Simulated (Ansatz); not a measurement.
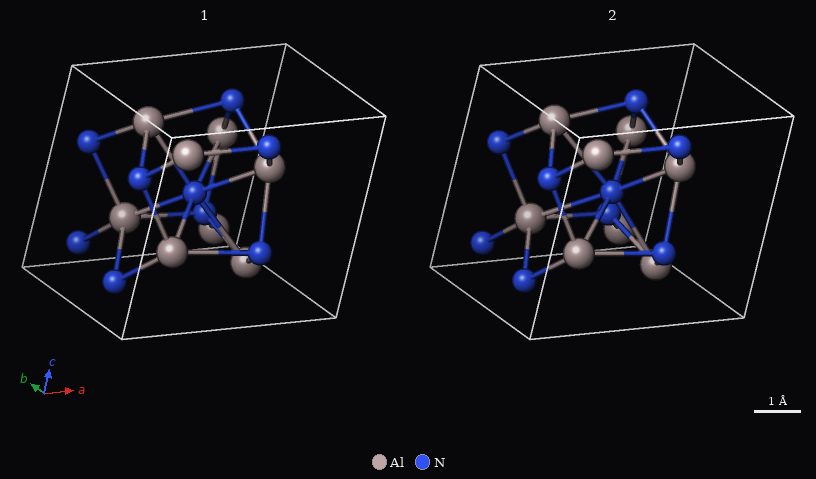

Two geometries of a defect cell of composition Al8N9 (cell charge −2) (coarse preliminary run), drawn at one scale. One is the start of a relaxation, the other its converged end. A ball-and-stick model of the cell of the calculation (origin shifted), seen slightly off an axis.

These are results of DFT PBE, scalar-relativistic, plane waves, PAW (Ansatz), not measurements. Set-up: plane-wave cutoff 420 eV; k-point mesh 1 × 1 × 1; occupations gaussian; smearing width 0.01 eV; collinear spin; atoms relaxed in a fixed cell; force threshold 0.025 eV/Å; at most 45 steps.

> Which one is relaxed?

Structure 1 is the relaxed one. Case: N interstitial, charge -2, atoms relaxed at the host's cell. After 5 accepted moves (6 points after the start) the energy has fallen by 0.615 eV per cell of the calculation. The largest force component goes from 1.5 to 0.011 eV/Å. 1 step only repeated the SCF at the same geometry. The largest move is that of an N atom, 0.22 Å along −a. Largest moves by element: N 0.22 Å, Al 0.06 Å. The lattice vectors keep their values. Some distances before and after: Al–N 2.213 → 2.029 Å, Al–N 2.038 → 2.095 Å, Al–N 1.931 → 1.987 Å, Al–N 1.951 → 2.005 Å. Among the angles between lasting bonds that change: Al–N–Al 86.9° → 94.3°, N–Al–N 122.1° → 129.2°, Al–N–Al 96.9° → 90.1°. Cost: 4.4 s on 4 threads of Arm Neoverse V2 (shared host), peak memory 0.26 GiB.

Limits of the set-up: the k-point mesh is coarse for a cell with partly filled bands; the periodic images lie only 5.0 Å apart, so the values are limited by the cell's size; the cell is charged, on a uniform background, and energies carry no finite-size correction.
